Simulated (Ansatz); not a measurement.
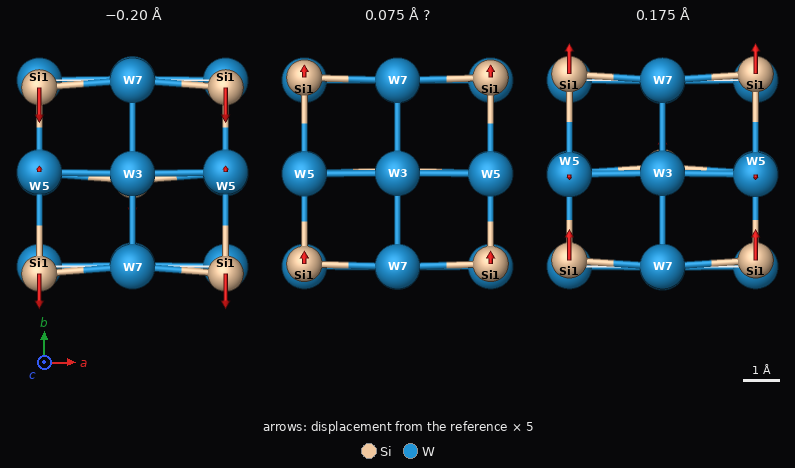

Crystalline SiW3 (Im-3m): a normal mode of wave vector (1/2, 1/2, 1/2) of the primitive cell, folded into a doubled cell, (one arbitrary combination within a set of 3 degenerate modes) is frozen in with the cell fixed, the amplitude being the largest displacement of an atom. Style: ball-and-stick. Shown: the cell of the calculation, reduced to other axes, along the c axis. Red arrows: displacements from the reference. Lengths and directions refer to the drawn axes.

All numbers below come from DFT PBE, scalar-relativistic, plane waves, PAW (Ansatz 0.2.0). Set-up: plane-wave cutoff 420 eV; k-point mesh 10 × 10 × 10; occupations gaussian; smearing width 0.15 eV; no spin polarisation. Energies (free energies at the smearing named) are counted from the relaxed crystal.

| largest displacement (Å) | ΔE (meV/cell) |
| --- | --- |
| −0.200 | 364 |
| −0.100 | 82 |
| 0.000 | 0 |
| 0.025 | 5 |
| 0.050 | 20 |
| 0.075 | ? |
| 0.125 | 131 |
| 0.150 | 193 |
| 0.175 | 270 |

> One row is withheld. What is its energy?

A straight line between the two neighbours gives 57 meV/cell. A cubic through the four nearest rows (0.025, 0.050, 0.125, 0.150) gives, with Lagrange weights, (−0.3000)(5) + (1.0000)(20) + (0.5000)(131) + (−0.2000)(193) = 45 meV/cell. The calculation gives 45 meV/cell, so the cubic is right to the digits shown and the straight line 12 meV/cell too high, as the curve bends upwards here.

The whole profile:

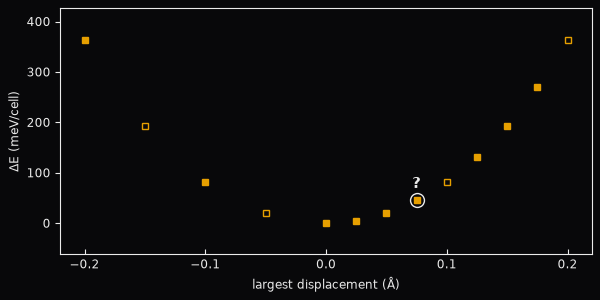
